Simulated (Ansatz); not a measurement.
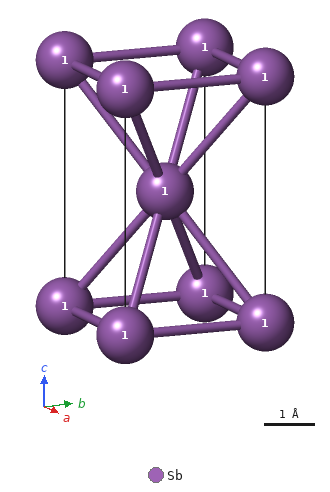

**Figure 1.** The input geometry (ball-and-stick view of the cell 2 times as large as that of the calculation, set on its symmetry axes, seen slightly off an axis; atoms are numbered from 1 in the order of the input). Near neighbours in the crystal (not all of them lie inside the picture): Sb has 12 Sb at 3.07 to 3.33 Å.

# Run report: Sb, field-gradient calculation

The run: field-gradient calculation of Sb (I4/mmm, 1 atom in the cell). Method and program: DFT, PBEsol, PAW with Ansatz's default frozen-core files, scalar-relativistic, no spin polarisation (Ansatz 0.2.0).

The structure derives from an entry of the Crystallography Open Database. Its volume is 1.06 times that of the source entry. It belongs to a series of runs on one base structure; here: volume scaled by 1.06, PAW files. Figures and captions count atoms from 1; the log counts them from 0 in places.

Input file
```yaml
crystal:
  lattice:
    - [-1.5345172977, 1.5345172977, 2.5286397996]
    - [1.5345172977, -1.5345172977, 2.5286397996]
    - [1.5345172977, 1.5345172977, -2.5286397996]
  atoms:
    - { symbol: Sb, position: [0.0, 0.0, 0.0] }
kpoints:
  mp_grid: { grid: [13, 13, 15] }
scf:
  occupations: { method: fermi_dirac, width: 0.03 }
hamiltonian:
  xc: pbesol
  pseudopotentials: { kind: paw }
output:
  forces: true
  stress: true
  eigenvalues: true
  efg: { contact_densities: true }
  write_density: true
  write_potential: true
  elf: true
  volumetric_format: npy
```

Run as:
```bash
ansatz run input.yaml --threads 1 --pin off --max-ram 3072MiB --backend cpu --events-out ev --progress --plain --runs-dir out
```

The program's output
```
Warning: crystal.symmetry: narrowed to the stabiliser of the k-point mesh — unitary ops 16 → 4; excluded 12 operations that carry a point of the 13×13×15 mesh (shift [0, 0, 0]) off the mesh (the run samples exactly the mesh kpoints.mp_grid names, as under crystal.symmetry.detect: false, and its converged state has the mesh's symmetry, not the crystal's; ε∞, the Born charges and the force constants of a linear response (`dielectric:` by the response, `phonons.method: dfpt`) are averaged over those of the crystal's operations that the state keeps within a tolerance, where `mesh_tensors`, `unaveraged_element` or `gamma_mean_max_change_ev_ang2` stands beside them; a row that `dielectric.field_direction` solves alone is averaged likewise, with nothing beside; a Γ-centred mesh of equal divisions is mapped onto itself by every operation and keeps the whole group, as does a half-shifted one under kpoints.further_shifts: images)
Sb: output.efg is read without spin–orbit coupling, which moves field gradients at and beside such atoms by some per cent and up to a factor of two; PAW files take it under magnetization.noncollinear and magnetization.spin_orbit
Engine: ansatz 0.2.0, x86_64-unknown-linux-gnu
Pseudopotentials: kind: paw
Pseudopotential: Sb, paw, valence charge 15, recommended cutoff 420 eV (normal), Sb.paw.azcp
Functional definition: PBEsol
  exchange = pbesol_x
  correlation = pbesol_c
Crystal: 1 atoms, lattice volume = 23.817 Å³
Basis set: ecut = 420 eV, 485 PW (Γ), exchange–correlation on 48×48×48 points (8 copies of the dense FFT grid, shifted against one another)
Bands: 12, of which v1, the nominal top of the filled ones, is band 8 counted from 1 (7 counted from 0)
Symmetry: 4 space group operations
k-points: 686 of 2535
Non-local potential: Sb, projectors of the file, l = 0: 2, l = 1: 2, l = 2: 2, l = 3: 2
PAW form: soft (Blöchl's): semilocal exchange-correlation on the pseudo side does not see the compensation charge
PAW frozen core: Sb, regenerated for the run's functional, and the local potential with it (the file was generated under x = pbe(κ = 0.804, μ = 0.2195149727645171), c = pbe(β = 0.06672455060314922))
PAW one-centre angular grid: Sb, 590 points (default); XC on 64 Gauss nodes
Initial density: superposition of atomic densities (neutral atoms: chi_scale 0, normalization atom), corrected by the library's trained network
Initial wavefunctions: pseudopotential atomic-orbital guess
Functional: x = pbesol(κ = 0.804, μ = 0.12345679012345678), c = pbesol(β = 0.046)
SCF iter   1: F=—  HF=-6407.774753 eV  |F-HF|=—  |Δ(HF+E_count)|=         —  Δρ=3.01e-3  dr2=1.09e-3  ethr=1.77e-3  ⟨swp⟩=6.0  Hψ=49387  notcnv=0
preconditioner: auto → Kerker (q_TF=auto, 2.526 Å⁻¹)  [metal: Δε(μ)=0.011 eV  Ē_g=29.007 eV  σ=0.030 eV  W_gap=0.09  n_scr=10 (ndim 8)  ℏωp=29.5 eV  f_vac=0.000  D(μ)=0.68/eV (n_scr^D=0)]
SCF iter   2: F=—  HF=-6407.773748 eV  |F-HF|=—  |Δ(HF+E_count)|=   1.00e-3  Δρ=1.71e-3  dr2=4.20e-4  ethr=7.29e-6  ⟨swp⟩=1.9  Hψ=15251  notcnv=0  defer=7
SCF iter   3: F=—  HF=-6407.773620 eV  |F-HF|=—  |Δ(HF+E_count)|=   1.28e-4  Δρ=3.34e-4  dr2=1.69e-5  ethr=2.80e-6  ⟨swp⟩=2.0  Hψ=13113  notcnv=0  defer=7
SCF iter   4: F=—  HF=-6407.773605 eV  |F-HF|=—  |Δ(HF+E_count)|=   1.53e-5  Δρ=1.67e-4  dr2=6.74e-6  ethr=1.13e-7  ⟨swp⟩=2.0  Hψ=13120  notcnv=0  defer=7
SCF iter   5: F=—  HF=-6407.773602 eV  |F-HF|=—  |Δ(HF+E_count)|=   2.70e-6  Δρ=8.16e-5  dr2=1.65e-6  ethr=4.50e-8  ⟨swp⟩=2.0  Hψ=12953  notcnv=0  defer=7
SCF iter   6: F=—  HF=-6407.773601 eV  |F-HF|=—  |Δ(HF+E_count)|=   7.77e-7  Δρ=2.65e-5  dr2=1.72e-7  ethr=1.10e-8  ⟨swp⟩=2.2  Hψ=13210  notcnv=0  defer=7
SCF iter   7: F=-6407.773601 eV  HF=-6407.773601 eV  |F-HF|=1.26e-8  |Δ(HF+E_count)|=   1.04e-7  Δρ=6.24e-6  dr2=1.02e-8  ethr=6.67e-10  ⟨swp⟩=9.6  Hψ=55056  notcnv=0
SCF 1 converged in 7 iterations: F = -6407.773601 eV  dr2 = 1.02e-8
  greatest PAW one-centre occupation: 0.997 electrons in one spin orbital (limit 2), on the Sb atom at site 0 (counted from 0), in its partial waves of l = 2
```

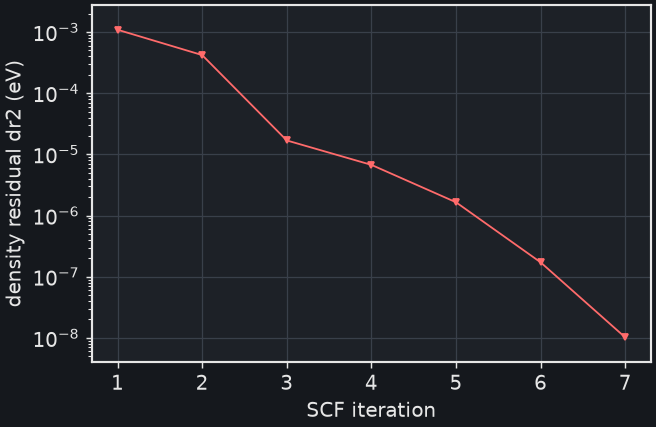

**Figure 2.** Convergence of the self-consistent field: density residual dr2 against the SCF iteration. The residual falls at every step.

```
SCF converged after 7 iterations
Free energy (F): -6407.773601 eV
Harris-Foulkes:  -6407.773601 eV  (|F-HF|=1.26e-8)
Internal energy: -6407.771631 eV  (E = F + TS)
E sigma→0 (E₀):  -6407.772616 eV
Entropy (-TS):   -0.001970 eV (-1.970 meV/atom)
Fermi energy:    13.615852 eV
--- Per-component energies (eV) ---
  E_band       = -116.684163
  E_kinetic    = 209.323724
  E_local      = -1338.268734  (includes V_loc(G=0)·N_el)
  E_nonlocal   = 363.896568
  E_hartree    = 619.792708
  E_xc         = -138.764310
  E_vxc        = -98.265752  (∫ρ·V_xc dr)
  E_paw        = -4499.092716  (= ΣΔE_a)
  E_vpaw       = -492.960339  (= ΣTr[D̂ρ^β])
  E_aug_tail   = -0.000002  (compensation charges beyond the density's cutoff)
  E_ewald      = -1624.990725
  E_core_change = 0.331857  (= ΣΔE_core)
  E_smearing   = -0.001970  (= −TS)
  E_closure    = 0.000000  (closes the sum)
  Σ components = -6407.773601   (vs F -6407.773601, Δ=0.00e0)
--- Forces (eV/Å), atoms counted from 1 ---
  atom   1  Sb     0.00000000     0.00000000     0.00000000
  max |Σ_I F_I| component: 1.97e-31 eV/Å
--- Stress (GPa, compression-positive) ---
        8.809742       0.189063       0.007032
        0.189063       8.809742       0.007032
        0.007032       0.007032       7.524469
  P = ⅓ Tr σ = 8.3813 GPa (83.813 kbar)
--- PAW observables at the nuclei: V_zz in 10²¹ V/m², potentials from the cell's mean, atoms counted from 1 ---
  atom   1  Sb V_zz =    +4.829678   η = 0.1263   by run symmetry: allowed
            electrostatic potential = -8413.985692 V   contact ρ = 1348214.088886 e/Å³
--- Band table (eV; the first three rows and the last of 686) ---
  k-point 0: bands = ["-15.7493", "-15.6764", "-15.6540", "-15.6524", "-15.5780", "-0.3659", "19.5789", "19.9068", "19.9093", "24.0200", "24.2344", "25.2780"]
  k-point 1: bands = ["-15.7385", "-15.6726", "-15.6559", "-15.6512", "-15.5819", "-0.2198", "19.0813", "19.1261", "19.3593", "22.8606", "24.8797", "25.2569"]
  k-point 2: bands = ["-15.7078", "-15.6656", "-15.6623", "-15.6435", "-15.5926", "0.2184", "17.5797", "18.0905", "18.1336", "21.4786", "25.0573", "25.7358"]
  k-point 685: bands = ["-15.7795", "-15.7043", "-15.5645", "-15.5610", "-15.5553", "4.5813", "7.3619", "14.5302", "15.6024", "19.6229", "20.7058", "34.5974"]
```

File v_z.tsv
```
# z_ang	v_es[eV]	v_tot[eV]
# format = ansatz-planar-average/11
# xc	pbesol
# density_cutoff_ev	1680
# datasets	Sb=:simpson_from_first_knot:soft:shift=-1269804
# lattice	-1.534517298	1.534517298	2.528639800
# lattice	1.534517298	-1.534517298	2.528639800
# lattice	1.534517298	1.534517298	-2.528639800
# sites	1
# site	51	0.000000000	0.000000000	0.000000000
0.000000	5.103129e0	-7.104951e0
0.138841	5.165313e0	-7.003577e0
0.277683	5.352367e0	-6.700804e0
0.416524	5.665372e0	-6.200903e0
0.555365	6.105423e0	-5.513265e0
0.694207	6.672146e0	-4.656377e0
0.833048	7.361011e0	-3.659031e0
0.971889	8.157028e0	-2.562988e0
1.110731	9.025254e0	-1.428784e0
1.249572	9.900132e0	-3.394398e-1
1.388413	1.068268e1	6.007271e-1
1.527255	1.124312e1	1.260391e0
1.666096	1.144941e1	1.501258e0
1.804938	1.124312e1	1.260391e0
1.943779	1.068268e1	6.007271e-1
2.082620	9.900132e0	-3.394398e-1
2.221462	9.025254e0	-1.428784e0
2.360303	8.157028e0	-2.562988e0
2.499144	7.361011e0	-3.659031e0
2.637986	6.672146e0	-4.656377e0
2.776827	6.105423e0	-5.513265e0
2.915668	5.665372e0	-6.200903e0
3.054510	5.352367e0	-6.700804e0
3.193351	5.165313e0	-7.003577e0
```

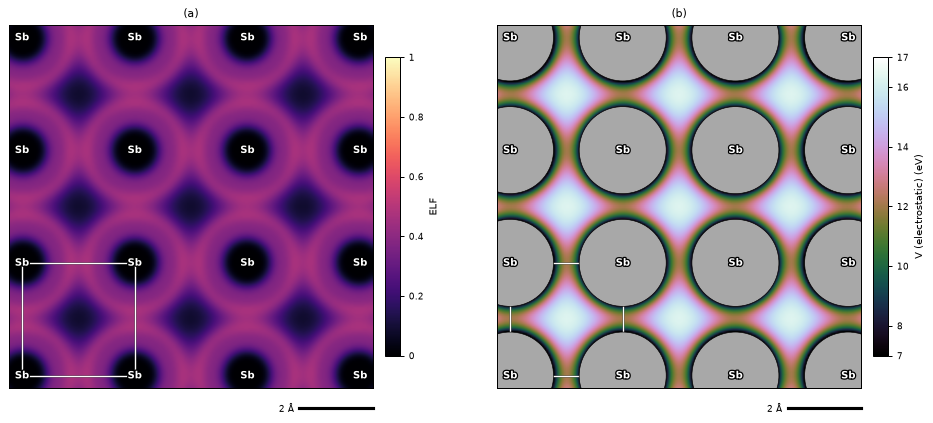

**Figure 3.** (a) ELF; (b) electrostatic potential energy of an electron on the (001) plane of the conventional cell. Grey discs, where drawn, cover atomic cores. Sb–Sb (3.07 Å): the ELF is about 0.45 at the midpoint (metallic bonding. Outside the cores the potential energy rises away from the atoms and is highest about 2.2 Å from the nearest atoms; outside the discs it spans about 9 eV, and its zero is arbitrary. The fields are those of the smooth PAW valence density.

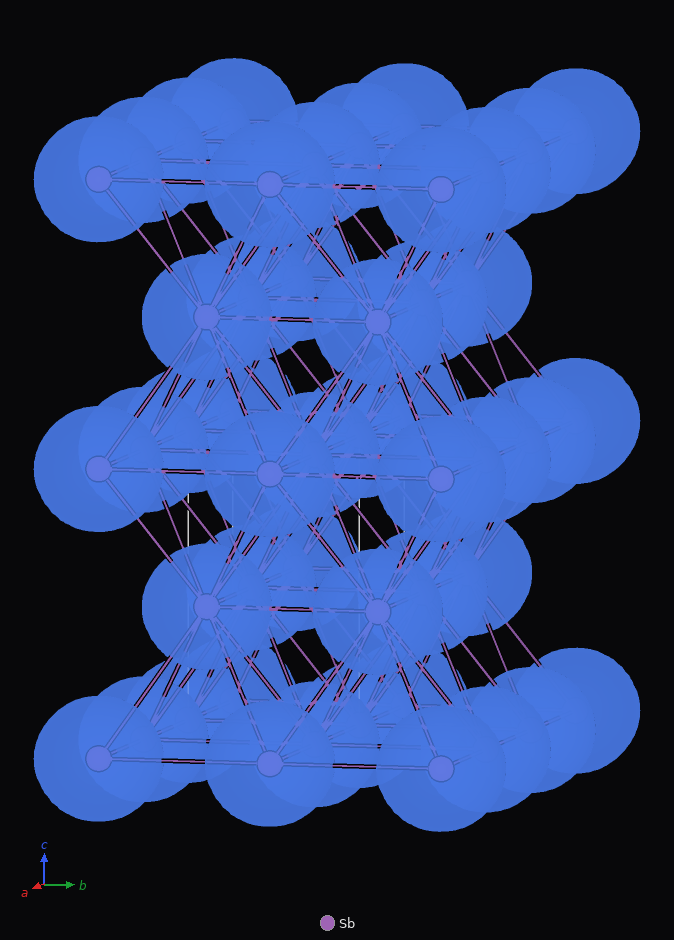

**Figure 4.** Isosurface of the valence electron density at 0.4 e/Å³ (blue), seen slightly off an axis. Sticks mark near contacts. The outline is the cell set on symmetry axes. At this value the density breaks into separate islands; it holds about 75 % of the electrons treated as valence (semicore included). It is pinched off along the Sb–Sb (3.07 Å) and Sb–Sb (3.33 Å) contacts. On the grid the lowest density along these lines, outside the cores, is 0.25 e/Å³ (Sb–Sb, 3.07 Å) and 0.17 e/Å³ (Sb–Sb, 3.33 Å).

Summary

| quantity | value |
| --- | --- |
| outcome | converged |
| space group (tolerance 0.01 Å) | I4/mmm (139) |
| electrons treated | 15 |
| free energy | −6407.7736 eV |
| Fermi energy | 13.616 eV |
| pressure | 8.38 GPa |
| field gradient V_zz (10²¹ V/m²) | Sb 4.83 |
| largest force (length of the vector) | under 0.001 eV/Å |
| hardware | 1 thread of Intel Xeon (Sapphire Rapids), 64 GiB of memory available, shared host |
| wall time | 12 s |
| peak memory | 0.52 GiB |

Remarks

Warnings of the run: the field gradients leave out spin–orbit coupling; the k-point mesh lowers the symmetry that the run can use. The cell is under a pressure of 8.4 GPa at this level, so it is not at its equilibrium volume.
